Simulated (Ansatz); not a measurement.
**Geometry relaxation of TaN**

System: TaN (P6₃/mmc, 4 atoms in the cell).
Method: DFT PBE, scalar-relativistic, plane waves, PAW, PAW set soft_1, no spin polarisation (Ansatz 0.2.0).

The structure derives from an entry of the Crystallography Open Database.

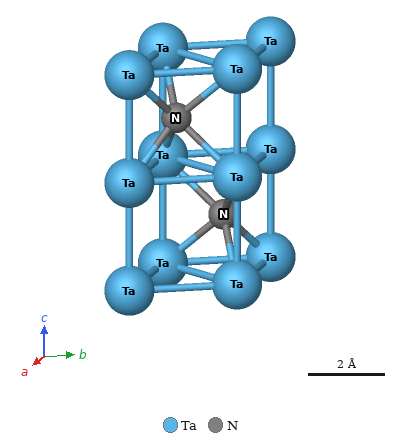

*The input geometry (ball-and-stick view of the cell of the calculation, seen slightly off an axis). An atom can appear more than once, as a periodic image.*

The input
```yaml
crystal:
  lattice:
    - [2.9171790466, 0.0, 0.0]
    - [-1.4585895233, 2.5263511617, 0.0]
    - [0.0, 0.0, 5.9121901959]
  atoms:
    - { symbol: Ta, position: [0.0, 0.0, 0.0] }
    - { symbol: Ta, position: [0.0, 0.0, 0.5] }
    - { symbol: "N", position: [0.3333333333, 0.6666666667, 0.25] }
    - { symbol: "N", position: [0.6666666667, 0.3333333333, 0.75] }
basis:
  ecutwfc: 520.0
kpoints:
  mp_grid: { grid: [18, 18, 8] }
hamiltonian:
  xc: pbe
  pseudopotentials: { kind: paw, azcp: { folder: soft_1 } }
scf:
  occupations: { method: gaussian, width: 0.1 }
output:
  forces: true
  stress: true
  eigenvalues: true
  write_density: true
  write_potential: true
  elf: true
  volumetric_format: npy
relax:
  adjacent_minimum: "off"
  f_tol: 0.005
  max_steps: 80
  cell: { stress_tol: 0.05 }
```

Machine: 2 threads of Arm Neoverse N1, 98 GiB of memory available, shared host.

Command:
```bash
ansatz run input.yaml --threads 2 --pin off --max-ram 4096MiB --backend cpu --events-out ev --progress --plain --runs-dir out
```

The program's output
```
Engine: ansatz 0.2.0, aarch64-unknown-linux-gnu
Pseudopotentials: kind: paw
Pseudopotential: Ta, paw, valence charge 13, recommended cutoff 420 eV (normal), [file]
Pseudopotential: N, paw, valence charge 5, recommended cutoff 420 eV (normal), [file]
Functional definition: PBE
  parameter kappa = 0.804
  parameter beta = 0.06672455060314922
  exchange = pbe_x(kappa = kappa, mu = beta*pi^2/3)
  correlation = pbe_c(beta = beta)
Crystal: 4 atoms, lattice volume = 43.572 Å³
Basis set: ecut = 520 eV, 1221 PW (Γ), exchange–correlation on 48×48×90 points (8 copies of the dense FFT grid, shifted against one another)
Bands: 22, of which v1, the nominal top of the filled ones, is band 18 counted from 1 (17 counted from 0)
Symmetry: 24 space group operations
Space group: P63/mmc (ITA 194), of the structure as read, at distance tolerance 3.5e-5 Å
k-points: 185 of 2592
Non-local potential: Ta, projectors of the file, l = 0: 3, l = 1: 2, l = 2: 2, l = 3: 1
Non-local potential: N, projectors of the file, l = 0: 2, l = 1: 2, l = 2: 1
PAW form: soft (Blöchl's): semilocal exchange-correlation on the pseudo side does not see the compensation charge
PAW one-centre angular grid: Ta, 590 points (default); XC on 64 Gauss nodes
PAW one-centre angular grid: N, 110 points (default); XC on 64 Gauss nodes
Initial density: superposition of atomic densities (chi_scale 0.1, normalization cell, long waves kept (reshape's long-wave potential 0.00 eV rms))
Initial wavefunctions: pseudopotential atomic-orbital guess
Functional: x = pbe(κ = 0.804, μ = 0.2195149727645171), c = pbe(β = 0.06672455060314922)
SCF iter   1: F=—  HF=-20638.220726 eV  |F-HF|=—  |Δ(HF+E_count)|=         —  Δρ=4.30e-2  dr2=5.88e-1  ethr=3.10e-3  ⟨swp⟩=4.8  Hψ=16739  notcnv=0
preconditioner: auto → Kerker (q_TF=auto, 2.643 Å⁻¹)  [metal: Δε(μ)=0.006 eV  Ē_g=9.541 eV  σ=0.100 eV  W_gap=0.03  n_scr=10 (ndim 8)  ℏωp=25.2 eV  f_vac=0.000  D(μ)=1.15/eV (n_scr^D=4)]
SCF iter   2: F=—  HF=-20638.178056 eV  |F-HF|=—  |Δ(HF+E_count)|=   4.27e-2  Δρ=2.57e-2  dr2=1.39e-1  ethr=1.63e-3  ⟨swp⟩=2.0  Hψ=6291  notcnv=0
SCF iter   3: F=—  HF=-20638.184028 eV  |F-HF|=—  |Δ(HF+E_count)|=   5.97e-3  Δρ=9.02e-3  dr2=2.92e-2  ethr=3.85e-4  ⟨swp⟩=1.3  Hψ=4121  notcnv=0
SCF iter   4: F=—  HF=-20638.182563 eV  |F-HF|=—  |Δ(HF+E_count)|=   1.47e-3  Δρ=1.62e-3  dr2=1.26e-3  ethr=8.10e-5  ⟨swp⟩=2.0  Hψ=5787  notcnv=0
SCF iter   5: F=—  HF=-20638.182603 eV  |F-HF|=—  |Δ(HF+E_count)|=   3.98e-5  Δρ=3.18e-4  dr2=3.77e-5  ethr=3.50e-6  ⟨swp⟩=2.4  Hψ=5857  notcnv=0
SCF iter   6: F=—  HF=-20638.182608 eV  |F-HF|=—  |Δ(HF+E_count)|=   4.84e-6  Δρ=6.93e-5  dr2=2.18e-6  ethr=1.05e-7  ⟨swp⟩=2.0  Hψ=5888  notcnv=0
SCF iter   7: F=-20638.182607 eV  HF=-20638.182607 eV  |F-HF|=2.31e-8  |Δ(HF+E_count)|=   2.22e-7  Δρ=9.46e-6  dr2=4.16e-8  ethr=2.78e-10  ⟨swp⟩=7.2  Hψ=27860  notcnv=0
SCF 1 converged in 7 iterations: F = -20638.182607 eV  dr2 = 4.16e-8
  greatest PAW one-centre occupation: 0.999 electrons in one spin orbital (limit 2), on the Ta atom at site 0 (counted from 0), in its partial waves of l = 0
relax step   1: F+E_penalty+E_count = -20638.18260729 eV  Δ(F+E_penalty+E_count) = +0.000e0 eV  max|allowed force component| = 7.401e-17 eV/Å  Δτ_max = 0.0000 Å  P = +0.069 GPa  Ω = 43.572 Å³  (7 SCF iters, dr2 threshold 1.00e-7 eV, accepted)
Crystal: 4 atoms, lattice volume = 43.571 Å³
Basis set: ecut = 520 eV, 1223 PW (Γ), exchange–correlation on 48×48×90 points (8 copies of the dense FFT grid, shifted against one another)
Initial density: handed on by an earlier stage of this run
Initial wavefunctions: those handed on with the density
iter 1 solved again at ethr=5.63e-8 eV; its pass at ethr=3.10e-3 eV (dr2=2.03e-5 eV) is discarded
SCF iter   1: F=—  HF=-20638.182560 eV  |F-HF|=—  |Δ(HF+E_count)|=         —  Δρ=2.29e-4  dr2=2.49e-5  ethr=5.63e-8  ⟨swp⟩=2.6  Hψ=24583  notcnv=0
preconditioner: auto → Kerker (q_TF=auto, 2.643 Å⁻¹)  [metal: Δε(μ)=0.017 eV  Ē_g=9.379 eV  σ=0.100 eV  W_gap=0.09  n_scr=10 (ndim 8)  ℏωp=25.2 eV  f_vac=0.000  D(μ)=1.11/eV (n_scr^D=4)]
SCF iter   2: F=—  HF=-20638.182558 eV  |F-HF|=—  |Δ(HF+E_count)|=   1.95e-6  Δρ=1.32e-4  dr2=9.04e-6  ethr=5.63e-8  ⟨swp⟩=1.3  Hψ=4146  notcnv=0
SCF iter   3: F=—  HF=-20638.182555 eV  |F-HF|=—  |Δ(HF+E_count)|=   3.54e-6  Δρ=3.95e-5  dr2=8.32e-7  ethr=2.51e-8  ⟨swp⟩=2.5  Hψ=6402  notcnv=0
SCF iter   4: F=-20638.182554 eV  HF=-20638.182554 eV  |F-HF|=1.64e-8  |Δ(HF+E_count)|=   2.17e-7  Δρ=1.22e-5  dr2=4.88e-8  ethr=4.44e-10  ⟨swp⟩=9.3  Hψ=26626  notcnv=0
SCF 2 converged in 4 iterations: F = -20638.182554 eV  dr2 = 4.88e-8
  greatest PAW one-centre occupation: 0.999 electrons in one spin orbital (limit 2), on the Ta atom at site 1 (counted from 0), in its partial waves of l = 0
relax step   2: F+E_penalty+E_count = -20638.18255436 eV  Δ(F+E_penalty+E_count) = +5.293e-5 eV  max|allowed force component| = 4.846e-16 eV/Å  Δτ_max = 0.0000 Å  P = +0.028 GPa  Ω = 43.571 Å³  energy of the carried Pulay correction = -1.023e-6 eV  (4 SCF iters, dr2 threshold 1.60e-7 eV, rejected (line search))
Crystal: 4 atoms, lattice volume = 43.578 Å³
iter 1 solved again at ethr=2.54e-8 eV; its pass at ethr=3.10e-3 eV (dr2=9.15e-6 eV) is discarded
SCF iter   1: F=—  HF=-20638.182618 eV  |F-HF|=—  |Δ(HF+E_count)|=         —  Δρ=1.61e-4  dr2=1.16e-5  ethr=2.54e-8  ⟨swp⟩=2.7  Hψ=24628  notcnv=0
preconditioner: auto → Kerker (q_TF=auto, 2.643 Å⁻¹)  [metal: Δε(μ)=0.017 eV  Ē_g=9.380 eV  σ=0.100 eV  W_gap=0.10  n_scr=10 (ndim 8)  ℏωp=25.2 eV  f_vac=0.000  D(μ)=1.12/eV (n_scr^D=4)]
SCF iter   2: F=—  HF=-20638.182621 eV  |F-HF|=—  |Δ(HF+E_count)|=   2.48e-6  Δρ=9.32e-5  dr2=4.30e-6  ethr=2.54e-8  ⟨swp⟩=1.4  Hψ=4152  notcnv=0
SCF iter   3: F=—  HF=-20638.182617 eV  |F-HF|=—  |Δ(HF+E_count)|=   3.43e-6  Δρ=1.55e-5  dr2=1.31e-7  ethr=1.19e-8  ⟨swp⟩=2.8  Hψ=7024  notcnv=0
SCF iter   4: F=—  HF=-20638.182619 eV  |F-HF|=—  |Δ(HF+E_count)|=   1.65e-6  Δρ=6.91e-6  dr2=1.47e-8  ethr=3.63e-10  ⟨swp⟩=2.0  Hψ=5686  notcnv=0
SCF iter   5: F=—  HF=-20638.182619 eV  |F-HF|=—  |Δ(HF+E_count)|=   2.53e-9  Δρ=1.50e-6  dr2=5.76e-10  ethr=4.08e-11  ⟨swp⟩=2.0  Hψ=5903  notcnv=0
SCF iter   6: F=-20638.182619 eV  HF=-20638.182619 eV  |F-HF|=3.64e-12  |Δ(HF+E_count)|=  4.00e-11  Δρ=2.13e-7  dr2=1.51e-11  ethr=1.00e-12  ⟨swp⟩=4.8  Hψ=20875  notcnv=0
SCF 3 converged in 6 iterations: F = -20638.182619 eV  dr2 = 1.51e-11
relax step   3: F+E_penalty+E_count = -20638.18261902 eV  Δ(F+E_penalty+E_count) = -1.173e-5 eV  max|allowed force component| = 4.117e-16 eV/Å  Δτ_max = 0.0000 Å  P = +0.006 GPa  Ω = 43.578 Å³  energy of the carried Pulay correction = -9.617e-7 eV  (6 SCF iters, accepted)
Initial wavefunctions: pseudopotential atomic-orbital guess (no wavefunctions were taken with the density)
iter 1 solved again at ethr=4.13e-9 eV; its pass at ethr=3.10e-3 eV (dr2=1.49e-6 eV) is discarded
SCF iter   1: F=—  HF=-20638.182616 eV  |F-HF|=—  |Δ(HF+E_count)|=         —  Δρ=4.49e-7  dr2=4.90e-11  ethr=4.13e-9  ⟨swp⟩=4.2  Hψ=30914  notcnv=0
SCF iter   2: F=-20638.182620 eV  HF=-20638.182620 eV  |F-HF|=3.64e-12  |Δ(HF+E_count)|=   3.96e-6  Δρ=2.33e-7  dr2=9.34e-12  ethr=1.00e-12  ⟨swp⟩=6.3  Hψ=25852  notcnv=0
SCF 4 converged in 2 iterations: F = -20638.182620 eV  dr2 = 9.34e-12
relax step   4: F+E_penalty+E_count = -20638.18261991 eV  Δ(F+E_penalty+E_count) = -8.854e-7 eV  max|allowed force component| = 4.117e-16 eV/Å  Δτ_max = 0.0000 Å  P = +0.006 GPa  Ω = 43.578 Å³  stress off target by 6.44e-3 GPa  SCF on the basis re-selected at this cell (its energy is not comparable with the rows above)  (2 SCF iters)
```

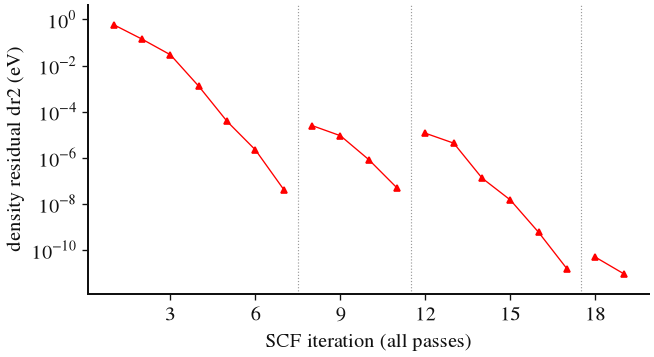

*Convergence of the self-consistent field: density residual dr2 against the SCF iteration. The dotted lines part the SCF passes of the relaxation: geometry steps, rejected trials and re-solves on a re-selected basis.*

The passes take 7, 4, 6 and 2 iterations.

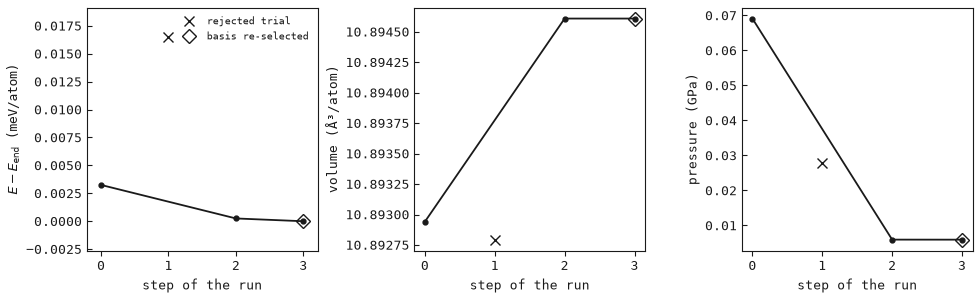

*Progress of the relaxation, step by step (the first geometry is step 0 here and step 1 in the log).*

After 2 geometry steps the energy has fallen by next to nothing (0.0 meV per atom). All forces vanish by symmetry, so only the cell relaxes. The pressure goes from 0.07 to 0.01 GPa. The line search rejected the trial step at point 1 (counted from 0) and went back. No atom moves by more than 0.005 Å relative to the cell. The space group stays P6_3/mmc (No. 194). A last SCF at the same geometry on a re-selected plane-wave basis shifts the energy by next to nothing (0.0 meV per atom). (Atoms are counted from 1 in the order of the input.)

```
basis re-selected at this cell: Δ(F+E_penalty+E_count) = -8.854e-7 eV, ΔP = -0.000 GPa vs the last step (what re-selecting the basis moved, of the pressure what is left beyond the Pulay correction that the steps carried, after the strain that the cell walked since its last selection, with what the two solves' SCF thresholds leave and, on support functions, any second-order correction that the steps lacked; it is no measure of the basis error at this ecutwfc). This SCF's stress stands 6.44e-3 GPa from its target on what of the cell is left free (relax.cell.stress_tol is 5.00e-2 GPa) and its largest allowed force component is 4.12e-16 eV/Å (relax.f_tol is 5.00e-3 eV/Å): within both
SCF converged after 2 iterations
Free energy (F): -20638.182620 eV
Harris-Foulkes:  -20638.182620 eV  (|F-HF|=3.64e-12)
Internal energy: -20638.177020 eV  (E = F + TS)
E sigma→0 (E₀):  -20638.179820 eV
Entropy (-TS):   -0.005600 eV (-1.400 meV/atom)
Fermi energy:    19.905691 eV
--- Per-component energies (eV) ---
  E_band       = -113.480596
  E_kinetic    = 1046.402941
  E_local      = -1187.745526  (includes V_loc(G=0)·N_el)
  E_nonlocal   = 47.965966
  E_hartree    = 423.327637
  E_xc         = -763.156174
  E_vxc        = -620.529564  (∫ρ·V_xc dr)
  E_paw        = -16865.207199  (= ΣΔE_a)
  E_vpaw       = -246.229703  (= ΣTr[D̂ρ^β])
  E_aug_tail   = 0.000025  (compensation charges beyond the density's cutoff)
  E_ewald      = -3339.764689
  E_smearing   = -0.005600  (= −TS)
  E_closure    = 0.000000  (closes the sum)
  Σ components = -20638.182620   (vs F -20638.182620, Δ=0.00e0)
--- Forces (eV/Å), atoms counted from 1 ---
  atom   1  Ta     0.00000000     0.00000000    -0.00000000
  atom   2  Ta     0.00000000     0.00000000     0.00000000
  atom   3  N      0.00000000     0.00000000     0.00000000
  atom   4  N     -0.00000000    -0.00000000    -0.00000000
  max |Σ_I F_I| component: 1.85e-17 eV/Å
--- Stress (GPa, compression-positive) ---
        0.005697      -0.000000      -0.000000
       -0.000000       0.005697      -0.000000
       -0.000000      -0.000000       0.006441
  P = ⅓ Tr σ = 0.0059 GPa (0.059 kbar)
--- Band table (eV; the first three rows and the last of 185) ---
  k-point 0: bands = ["-48.5567", "-48.5199", "-15.6413", "-14.8862", "-14.6277", "-14.6277", "-14.5666", "-14.5666", "2.3593", "4.7275", "10.6560", "15.0947", "15.0947", "15.6098", "16.3958", "17.9045", "17.9045", "19.6866", "19.6866", "20.4794", "20.4794", "22.2319"]
  k-point 1: bands = ["-48.5553", "-48.5213", "-15.6143", "-14.9168", "-14.6254", "-14.6254", "-14.5690", "-14.5690", "2.4340", "4.6074", "10.8230", "15.1519", "15.1569", "15.1569", "16.8201", "17.6368", "17.6368", "19.9527", "19.9527", "20.5230", "20.5230", "21.9328"]
  k-point 2: bands = ["-48.5513", "-48.5253", "-15.5367", "-15.0033", "-14.6188", "-14.6188", "-14.5756", "-14.5756", "2.6501", "4.2889", "11.2823", "14.3916", "15.3416", "15.3416", "17.1040", "17.1040", "17.5143", "20.4416", "20.4416", "20.6424", "20.6424", "21.1774"]
  k-point 184: bands = ["-48.4452", "-48.4452", "-15.3418", "-15.3418", "-15.3266", "-15.3266", "-15.0295", "-15.0295", "4.6889", "4.6889", "12.7793", "12.7793", "14.1489", "14.1489", "14.2144", "14.2144", "19.4823", "19.4823", "22.5999", "22.5999", "23.0348", "23.0348"]
--- Relaxed structure (3 steps of the walk, 2 accepted, 1 SCFs on fresh bases) ---
  F+E_penalty+E_count = -20638.18261991 eV   max|allowed force component| = 4.117e-16 eV/Å   (the final SCF, on the basis selected at the relaxed cell)
  cell:  # Å, volume = 43.5784 Å³
    - [2.916899676914541, -8.515312015023977e-34, -2.661035004694993e-35]
    - [-1.4584498384572706, 2.5261092204986144, -7.887578155354532e-35]
    - [-5.393068034056945e-35, -2.157227213622778e-34, 5.91422663773789]
  atoms:
    - { symbol: Ta, position: [-5.523350267317627e-35, -1.349971055037959e-35, 1.2868893973670072e-85] }
    - { symbol: Ta, position: [-4.8086597087681194e-35, 7.941006206105658e-37, 0.5] }
    - { symbol: N, position: [0.33333333333333326, 0.6666666666666665, 0.25] }
    - { symbol: N, position: [0.6666666666666665, 0.33333333333333326, 0.75] }
```

Trajectory as extended XYZ (Å, eV, eV/Å), 4 frames, from step=1 to step=4
```
4
Lattice="2.9172 0.0000 0.0000 -1.4586 2.5264 0.0000 0.0000 0.0000 5.9122" Properties=species:S:1:pos:R:3:forces:R:3 step=1 energy=-20638.18261 pressure_GPa=0.07
Ta    0.0000    0.0000    0.0000    0.0000   0.0000   0.0000
Ta    0.0000    0.0000    2.9561    0.0000   0.0000   0.0000
N     0.0000    1.6842    1.4780    0.0000   0.0000   0.0000
N     1.4586    0.8421    4.4341    0.0000   0.0000   0.0000
4
Lattice="2.9157 0.0000 0.0000 -1.4578 2.5251 0.0000 0.0000 0.0000 5.9182" Properties=species:S:1:pos:R:3:forces:R:3 step=2 energy=-20638.18255 pressure_GPa=0.03 accepted=F
Ta    0.0000    0.0000    0.0000    0.0000   0.0000   0.0000
Ta    0.0000    0.0000    2.9591    0.0000   0.0000   0.0000
N     0.0000    1.6834    1.4795    0.0000   0.0000   0.0000
N     1.4578    0.8417    4.4386    0.0000   0.0000   0.0000
4
Lattice="2.9169 0.0000 0.0000 -1.4585 2.5261 0.0000 0.0000 0.0000 5.9142" Properties=species:S:1:pos:R:3:forces:R:3 step=3 energy=-20638.18262 pressure_GPa=0.01
Ta    0.0000    0.0000    0.0000    0.0000   0.0000   0.0000
Ta    0.0000    0.0000    2.9571    0.0000   0.0000   0.0000
N     0.0000    1.6841    1.4786    0.0000   0.0000   0.0000
N     1.4585    0.8420    4.4357    0.0000   0.0000   0.0000
4
Lattice="2.9169 0.0000 0.0000 -1.4585 2.5261 0.0000 0.0000 0.0000 5.9142" Properties=species:S:1:pos:R:3:forces:R:3 step=4 energy=-20638.18262 pressure_GPa=0.01
Ta    0.0000    0.0000    0.0000    0.0000   0.0000   0.0000
Ta    0.0000    0.0000    2.9571    0.0000   0.0000   0.0000
N     0.0000    1.6841    1.4786    0.0000   0.0000   0.0000
N     1.4585    0.8420    4.4357    0.0000   0.0000   0.0000
```

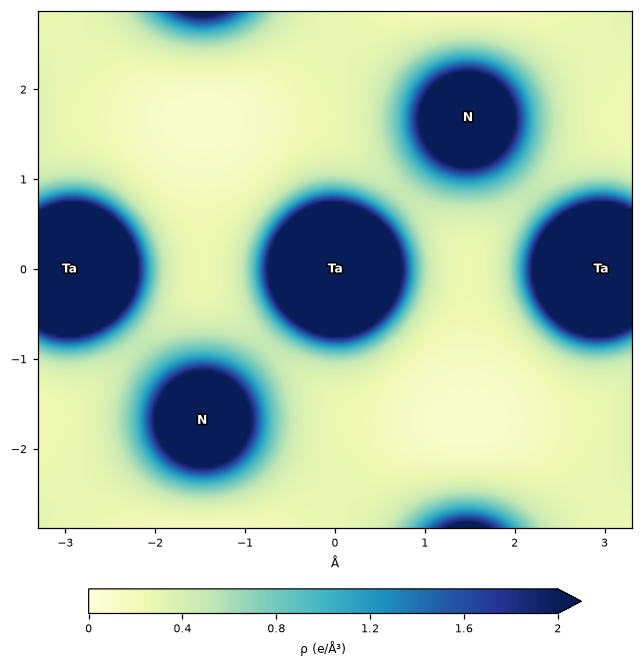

*Valence charge density (pseudo) on the (110) plane of the conventional cell.*

Atoms in the plane: Ta and N. Ta–N (2.24 Å): the density is about 0.51 e/Å³ at the midpoint. Ta–Ta (2.96 Å): ρ is about 0.26 e/Å³ halfway. Away from the nuclei the density in this plane falls to 0.09 e/Å³ at its lowest. In a PAW calculation such maps are meaningful between the atoms, not at the nuclei.

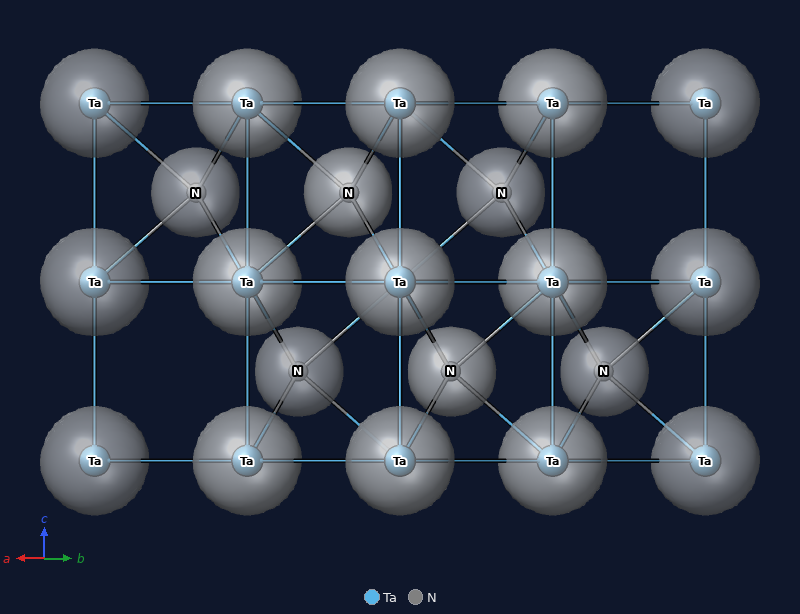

*Isosurface of the valence pseudo-density at 1 e/Å³ (grey), seen along [110]. Sticks mark near contacts. The outline is the cell set on symmetry axes.*

At this value the density breaks into separate islands; it holds about 60 % of the electrons treated as valence (semicore included). It is pinched off along the Ta–N (2.24 Å), Ta–Ta (2.92 Å) and Ta–Ta (2.96 Å) contacts. On the grid the lowest density along these lines, outside the cores, is 0.51 e/Å³ (Ta–N, 2.24 Å), 0.29 e/Å³ (Ta–Ta, 2.92 Å) and 0.26 e/Å³ (Ta–Ta, 2.96 Å).

Summary

- outcome: converged
- space group (tolerance 0.01 Å): P6₃/mmc (194)
- electrons treated: 36
- free energy: −20638.1826 eV
- Fermi energy: 19.906 eV
- gap on the k-point mesh: none (metallic)
- pressure: 0.01 GPa
- final volume: 43.58 Å³
- largest force (length of the vector) at the end: under 0.001 eV/Å
- final cell: a = 2.917 Å, b = 2.917 Å, c = 5.914 Å, α = 90.00°, β = 90.00°, γ = 120.00°
- wall time: 46 s (CPU time 91 s)
- peak memory: 0.48 GiB

Notes

Spin–orbit coupling is left out, which matters for Ta.
